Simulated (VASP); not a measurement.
**Run report: LiH, band-structure calculation**

The run: band-structure calculation of LiH (I4/mmm, 2 atoms in the cell). Method and program: DFT, r2SCAN, plane waves, PAW (VASP 6.6.1).

The structure was built on a prototype by a generator. The geometry comes from this level: r2SCAN (a point of a series of strains). It belongs to a series of runs on one base structure; here: epitaxial_xy strain +1.0%.

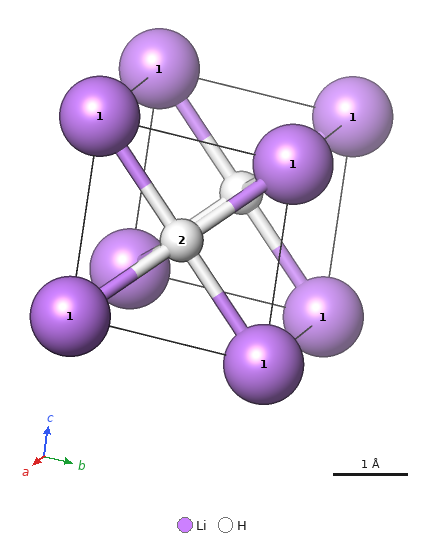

*The structure (ball-and-stick view of the reduced cell, seen slightly off an axis; atoms are numbered from 1 in the order of the input). An atom can appear more than once, as a periodic image.*

Near neighbours in the periodic cell (some may lie outside the picture): Li has 6 H at 2.00 to 2.02 Å; H has 6 Li at 2.00 to 2.02 Å.

Key numbers:

| quantity | value |
| --- | --- |
| outcome | converged |
| space group (tolerance 0.01 Å) | I4/mmm (139) |
| electrons treated | 4 |
| free energy | −6.8165 eV |
| Fermi energy | −0.004 eV |
| band gap | 3.46 eV |
| pressure | −0.99 GPa |
| largest force (length of the vector) | under 0.001 eV/Å |
| hardware | 1 CPU thread, shared host |
| wall time | 42 s |
| peak memory | 0.15 GiB |

INCAR:
```
ENCUT = 520.000000
SIGMA = 0.010000
EDIFF = 1.00e-07
ALGO = Normal
METAGGA = R2SCAN
PREC = Accurate
IBRION = -1
ISIF = 2
ISMEAR = 0
NBANDS = 9
NELM = 120
NSW = 0
LASPH = .TRUE.
LCHARG = .FALSE.
LWAVE = .FALSE.
LREAL = .FALSE.
```

KPOINTS:
```
KPOINTS created by Atomic Simulation Environment
0
Gamma
10 10 10
0 0 0
```

KPOINTS_OPT:
```
special points
8
Reciprocal
0.0000000000 0.0000000000 0.0000000000 1
0.5000000000 0.0000000000 0.5000000000 1
0.6250000000 0.2500000000 0.6250000000 1
0.3750000000 0.3750000000 0.7500000000 1
0.5000000000 0.5000000000 0.5000000000 1
0.5000000000 0.2500000000 0.7500000000 1
0.5000000000 0.5000000000 0.0000000000 1
0.0000000000 0.5000000000 0.5000000000 1
```

POSCAR:
```
Li H
 1.0000000000000000
     0.0000000000000000    2.0230247895000000    1.9965451168999999
     2.0230247895000000    0.0000000000000000    1.9965451168999999
     2.0230247895000000    2.0230247895000000    0.0000000000000000
 Li  H
   1   1
Cartesian
  0.0000000000000000  0.0000000000000000  0.0000000000000000
  2.0230247895000000  2.0230247895000000  1.9965451168999999
```

Launch command:
```bash
mpirun -np 1 vasp_std
```

OSZICAR:
```
N       E                     dE             d eps       ncg     rms          rms(c)
DAV:   1    -0.216936929462E+01   -0.21694E+01   -0.14872E+03  1852   0.410E+02
DAV:   2    -0.732872016167E+01   -0.51594E+01   -0.51253E+01  2648   0.597E+01
DAV:   3    -0.740579347450E+01   -0.77073E-01   -0.77031E-01  2284   0.598E+00
DAV:   4    -0.740609481654E+01   -0.30134E-03   -0.30132E-03  2634   0.340E-01
DAV:   5    -0.740609536060E+01   -0.54406E-06   -0.54407E-06  2360   0.131E-02    0.273E+00
DAV:   6    -0.687972343642E+01    0.52637E+00   -0.16906E-01  2302   0.265E+00    0.161E+00
DAV:   7    -0.681556667333E+01    0.64157E-01   -0.19890E-01  1877   0.205E+00    0.293E-01
DAV:   8    -0.681598448842E+01   -0.41782E-03   -0.68122E-03  2110   0.571E-01    0.122E-01
DAV:   9    -0.681648433258E+01   -0.49984E-03   -0.10497E-03  2211   0.237E-01    0.223E-02
DAV:  10    -0.681648681663E+01   -0.24841E-05   -0.45710E-05  2103   0.522E-02    0.295E-03
DAV:  11    -0.681648804762E+01   -0.12310E-05   -0.15851E-06  2569   0.120E-02    0.523E-04
DAV:  12    -0.681648797677E+01    0.70852E-07   -0.58426E-08  2343   0.172E-03
   1 F= -.68164880E+01 E0= -.68164880E+01  d E =-.806039-155
       N       E                     dE             ncg
DAV:   1    -0.799768430090E+02   -0.21303E+04      144
DAV:   2    -0.115883741948E+03   -0.35907E+02      197
DAV:   3    -0.116475755228E+03   -0.59201E+00      200
DAV:   4    -0.116477036783E+03   -0.12816E-02      206
DAV:   5    -0.116477039078E+03   -0.22949E-05      214
DAV:   6    -0.116477039096E+03   -0.18960E-07      181
```

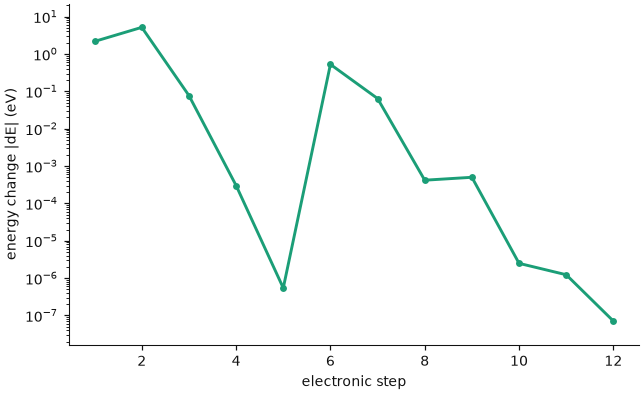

*Convergence of the self-consistent field: energy change |dE| against the electronic step.*

It takes 12 electronic steps. The density is held fixed in the first few steps, and dE rises again when its update begins.

Parts of OUTCAR:
```
k-points           NKPTS =    102   k-points in BZ     NKDIM =    102   number of bands    NBANDS=      9

   NELECT =       4.0000    total number of electrons

   dimension x,y,z NGX =    24 NGY =   24 NGZ =   24
   dimension x,y,z NGXF=    48 NGYF=   48 NGZF=   48

  energy-cutoff  :      520.00
  volume of cell :       16.34
      direct lattice vectors                 reciprocal lattice vectors
     0.000000000  2.023024789  1.996545117    -0.247154658  0.247154658  0.250432608
     2.023024789  0.000000000  1.996545117     0.247154658 -0.247154658  0.250432608
     2.023024789  2.023024789  0.000000000     0.247154658  0.247154658 -0.250432608

 k-points in reciprocal lattice and weights: KPOINTS created by Atomic Simulation Env
   0.00000000  0.00000000  0.00000000       0.001
   0.10000000  0.00000000  0.00000000       0.008
   0.20000000  0.00000000  0.00000000       0.008
   0.30000000 -0.00000000  0.00000000       0.008
   0.40000000 -0.00000000  0.00000000       0.008
   0.50000000  0.00000000  0.00000000       0.004
   0.10000000  0.10000000  0.00000000       0.002
   0.20000000  0.10000000  0.00000000       0.008
   0.30000000  0.10000000  0.00000000       0.008
   0.40000000  0.10000000  0.00000000       0.008
   0.50000000  0.10000000  0.00000000       0.008
  -0.40000000  0.10000000  0.00000000       0.008
  -0.30000000  0.10000000  0.00000000       0.008
  -0.20000000  0.10000000  0.00000000       0.008
  -0.10000000  0.10000000  0.00000000       0.004
   0.20000000  0.20000000  0.00000000       0.002
   0.30000000  0.20000000  0.00000000       0.008
   0.40000000  0.20000000  0.00000000       0.008
   0.50000000  0.20000000  0.00000000       0.008
  -0.40000000  0.20000000  0.00000000       0.008
  -0.30000000  0.20000000  0.00000000       0.008
  -0.20000000  0.20000000  0.00000000       0.004
   0.30000000  0.30000000  0.00000000       0.002
   0.40000000  0.30000000  0.00000000       0.008
   0.50000000  0.30000000  0.00000000       0.008
  -0.40000000  0.30000000  0.00000000       0.008
  -0.30000000  0.30000000  0.00000000       0.004
   0.40000000  0.40000000  0.00000000       0.002
   0.50000000  0.40000000  0.00000000       0.008
  -0.40000000  0.40000000  0.00000000       0.004
   0.50000000  0.50000000  0.00000000       0.001
   0.10000000  0.00000000  0.10000000       0.004
   0.20000000  0.00000000  0.10000000       0.016
   0.30000000 -0.00000000  0.10000000       0.016
   0.40000000 -0.00000000  0.10000000       0.016
   0.50000000 -0.00000000  0.10000000       0.016
  -0.40000000 -0.00000000  0.10000000       0.016
  -0.30000000  0.00000000  0.10000000       0.016
  -0.20000000  0.00000000  0.10000000       0.016
  -0.10000000  0.00000000  0.10000000       0.008
   0.30000000  0.20000000  0.10000000       0.008
   0.40000000  0.20000000  0.10000000       0.016
   0.50000000  0.20000000  0.10000000       0.016
  -0.40000000  0.20000000  0.10000000       0.016
  -0.30000000  0.20000000  0.10000000       0.016
  -0.20000000  0.20000000  0.10000000       0.016
  -0.10000000  0.20000000  0.10000000       0.008
   0.40000000  0.30000000  0.10000000       0.008
   0.50000000  0.30000000  0.10000000       0.016
  -0.40000000  0.30000000  0.10000000       0.016
  -0.30000000  0.30000000  0.10000000       0.016
  -0.20000000  0.30000000  0.10000000       0.008
   0.50000000  0.40000000  0.10000000       0.008
  -0.40000000  0.40000000  0.10000000       0.016
  -0.30000000  0.40000000  0.10000000       0.008
  -0.40000000  0.50000000  0.10000000       0.004
   0.20000000  0.00000000  0.20000000       0.004
   0.30000000 -0.00000000  0.20000000       0.016
   0.40000000 -0.00000000  0.20000000       0.016
   0.50000000 -0.00000000  0.20000000       0.016
  -0.40000000  0.00000000  0.20000000       0.016
  -0.30000000  0.00000000  0.20000000       0.016
  -0.20000000  0.00000000  0.20000000       0.008
   0.30000000  0.10000000  0.20000000       0.008
   0.40000000  0.10000000  0.20000000       0.016
   0.50000000  0.10000000  0.20000000       0.016
  -0.40000000  0.10000000  0.20000000       0.008
   0.50000000  0.30000000  0.20000000       0.008
  -0.40000000  0.30000000  0.20000000       0.016
  -0.30000000  0.30000000  0.20000000       0.016
  -0.20000000  0.30000000  0.20000000       0.016
  -0.10000000  0.30000000  0.20000000       0.008
  -0.40000000  0.40000000  0.20000000       0.008
  -0.30000000  0.40000000  0.20000000       0.016
  -0.20000000  0.40000000  0.20000000       0.008
  -0.30000000  0.50000000  0.20000000       0.004
   0.30000000  0.00000000  0.30000000       0.004
   0.40000000  0.00000000  0.30000000       0.016
   0.50000000 -0.00000000  0.30000000       0.016
  -0.40000000  0.00000000  0.30000000       0.016
  -0.30000000  0.00000000  0.30000000       0.008
   0.40000000  0.10000000  0.30000000       0.008
   0.50000000  0.10000000  0.30000000       0.016
  -0.40000000  0.10000000  0.30000000       0.016
  -0.30000000  0.10000000  0.30000000       0.016
  -0.20000000  0.10000000  0.30000000       0.008
  -0.30000000  0.40000000  0.30000000       0.008
  -0.20000000  0.40000000  0.30000000       0.016
  -0.10000000  0.40000000  0.30000000       0.008
  -0.20000000  0.50000000  0.30000000       0.004
   0.40000000  0.00000000  0.40000000       0.004
   0.50000000 -0.00000000  0.40000000       0.016
  -0.40000000 -0.00000000  0.40000000       0.008
   0.50000000  0.10000000  0.40000000       0.008
  -0.40000000  0.10000000  0.40000000       0.016
  -0.30000000  0.10000000  0.40000000       0.008
  -0.40000000  0.20000000  0.40000000       0.008
  -0.30000000  0.20000000  0.40000000       0.008
  -0.10000000  0.50000000  0.40000000       0.004
   0.50000000  0.00000000  0.50000000       0.002
  -0.40000000  0.10000000  0.50000000       0.004
  -0.30000000  0.20000000  0.50000000       0.004

 E-fermi :  -0.0044

 k-point     1 :       0.0000    0.0000    0.0000
  band No.  band energies     occupation
      1     -45.9989      2.00000
      2      -5.6463      2.00000
      3      17.1667      0.00000
      4      18.8923      0.00000
      5      19.0174      0.00000
      6      19.0179      0.00000
      7      23.3611      0.00000
      8      23.3612      0.00000
      9      23.4371      0.00000

 k-point     2 :       0.1000    0.0000    0.0000
  band No.  band energies     occupation
      1     -45.9948      2.00000
      2      -5.4669      2.00000
      3      15.4518      0.00000
      4      17.9565      0.00000
      5      18.5227      0.00000
      6      18.5453      0.00000
      7      23.1543      0.00000
      8      24.3498      0.00000
      9      24.3546      0.00000

 k-point     3 :       0.2000    0.0000    0.0000
  band No.  band energies     occupation
      1     -45.9843      2.00000
      2      -4.9445      2.00000
      3      11.9821      0.00000
      4      16.6237      0.00000
      5      17.8279      0.00000
      6      17.8986      0.00000
      7      23.8921      0.00000
      8      24.1268      0.00000
      9      24.4282      0.00000

 k-point     4 :       0.3000   -0.0000    0.0000
  band No.  band energies     occupation
      1     -45.9711      2.00000
      2      -4.1441      2.00000
      3       8.7269      0.00000
      4      15.5132      0.00000
      5      17.4298      0.00000
      6      17.5861      0.00000
      7      21.6373      0.00000
      8      22.0625      0.00000
      9      25.8635      0.00000

 k-point     5 :       0.4000   -0.0000    0.0000
  band No.  band energies     occupation
      1     -45.9605      2.00000
      2      -3.2774      2.00000
      3       6.3234      0.00000
      4      14.7890      0.00000
      5      17.4453      0.00000
      6      17.6821      0.00000
      7      19.9766      0.00000
      8      20.3306      0.00000
      9      27.7852      0.00000

 [... the levels of 96 k-points are left out ...]

 k-point   102 :      -0.3000    0.2000    0.5000
  band No.  band energies     occupation
      1     -45.9440      2.00000
      2      -0.5123      2.00000
      3       4.8154      0.00000
      4       6.7238      0.00000
      5      12.4340      0.00000
      6      19.1175      0.00000
      7      22.6844      0.00000
      8      28.4522      0.00000
      9      29.6898      0.00000

  Total       -0.1303210     -0.1303210     -0.0429082      0.0000000     -0.0000000     -0.0000000
  in kB      -12.7765503    -12.7765503     -4.2066779      0.0000000     -0.0000000     -0.0000000
  external PRESSURE =      -9.9199262 kB  Pullay stress =       0.0000000 kB

 POSITION                                       TOTAL-FORCE (eV/Angst)
 -----------------------------------------------------------------------------------
      0.00000      0.00000      0.00000         0.000000      0.000000     -0.000000
      2.02302      2.02302      1.99655         0.000000      0.000000      0.000000
 -----------------------------------------------------------------------------------
    total drift:                                0.000000     -0.000000     -0.000000

  FREE ENERGIE OF THE ION-ELECTRON SYSTEM (eV)
  ---------------------------------------------------
  free  energy   TOTEN  =        -6.8164879768 eV

  energy  without entropy=       -6.8164879768  energy(sigma->0) =       -6.81648798
```

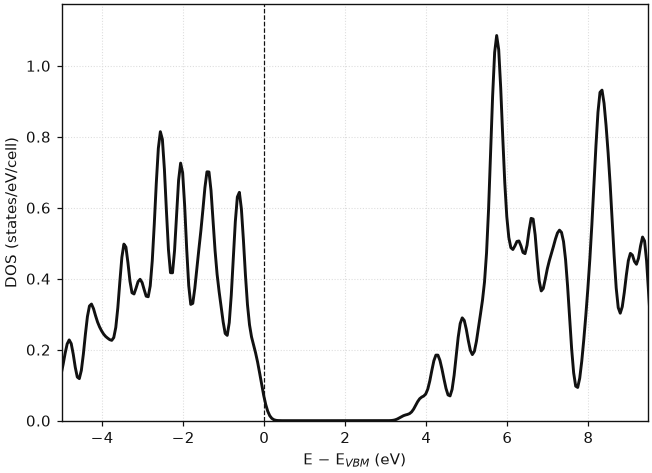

*Density of states (the curve is built from the levels of the k mesh with Gaussians 0.3 eV wide, which also blur the band edges), with energies from the valence-band top.*

There is a gap of 3.46 eV on the k-point mesh. Small ripples come from the finite k-point mesh.
